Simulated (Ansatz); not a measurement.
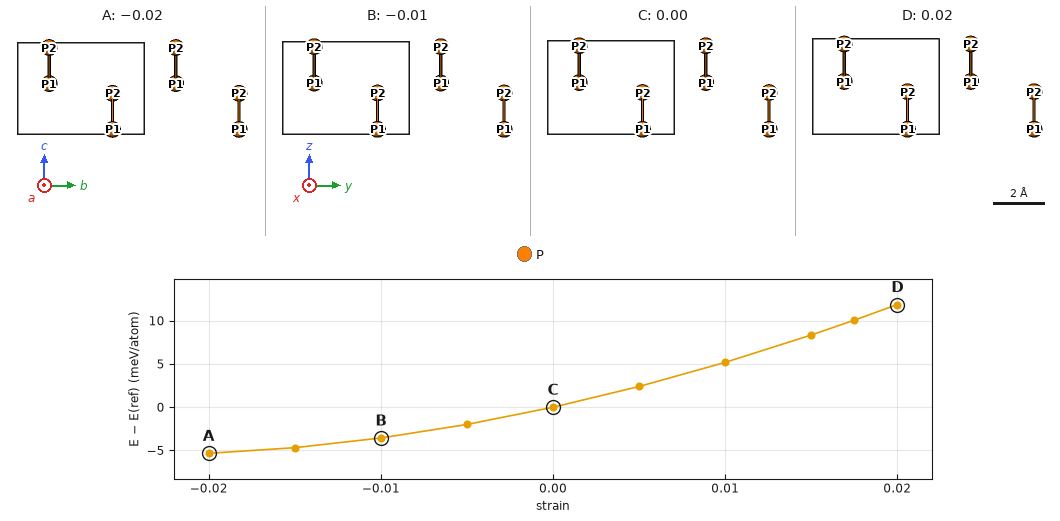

A scan of crystalline P (Imma): the cell is strained along z alone, with the atoms kept at their fractional coordinates. x, y and z are the Cartesian axes of the input. The lettered frames are marked on the plot. The picture is a ball-and-stick view of the conventional cell (2 times the calculation's cell), repeated 2 × 2 × 1 with one cell outlined, seen along the a axis. Lengths and directions refer to the drawn axes.

Level of theory: Ansatz 0.2.0, DFT PBEsol+D3(BJ), scalar-relativistic, plane waves, PAW. Set-up: plane-wave cutoff 420 eV; k-point mesh 18 × 18 × 18; occupations gaussian; smearing width 0.15 eV; no spin polarisation. Energies (free energies at the smearing named) are counted from the cell as listed in its source, which wasn't relaxed.

What does the scan show?

The lowest computed point lies at the strain −0.02 (−5.3 meV/atom). The energy is still falling at the end of the range, so the minimum along this coordinate lies there or beyond. The unrelaxed reference is under a pressure of −4.5 GPa, which tilts the curve. The distortion keeps the space group Imma. At the strain −0.02 the cell of the drawing goes c 3.718 → 3.644 Å.
